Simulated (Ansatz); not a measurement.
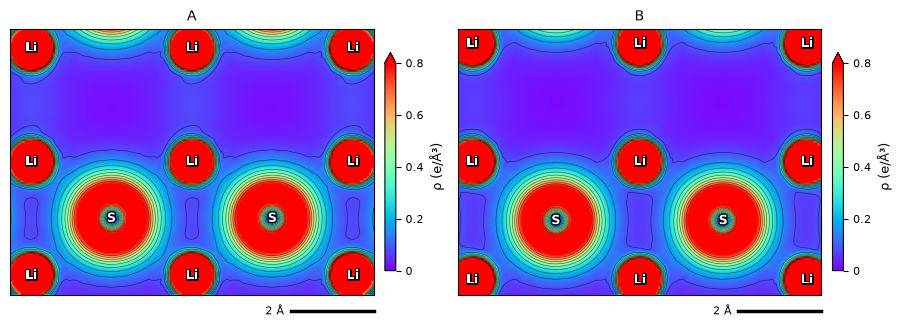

Li₂S. The valence pseudo-density of two cells that differ in size, on the (011̄) plane of each (indices in the axes of the calculation cell), at one length scale and on one colour scale; one has 13.6 and the other 15.3 Å³ an atom.

Level of theory: Ansatz 0.2.0, DFT PBE, scalar-relativistic, plane waves, PAW.

In a PAW calculation such maps are meaningful between the atoms, not at the nuclei.

Which panel shows the smaller cell, and what does the compression change?

Panel A is the smaller cell, by 11 % in volume. From the larger cell to the smaller, Li–S goes from 2.46 to 2.37 Å, and the density at its midpoint from 0.29 to 0.34 e/Å³; the pressure goes from 0.4 to 7 GPa; the Kohn–Sham gap goes from 3.4 eV to 3.3 eV.
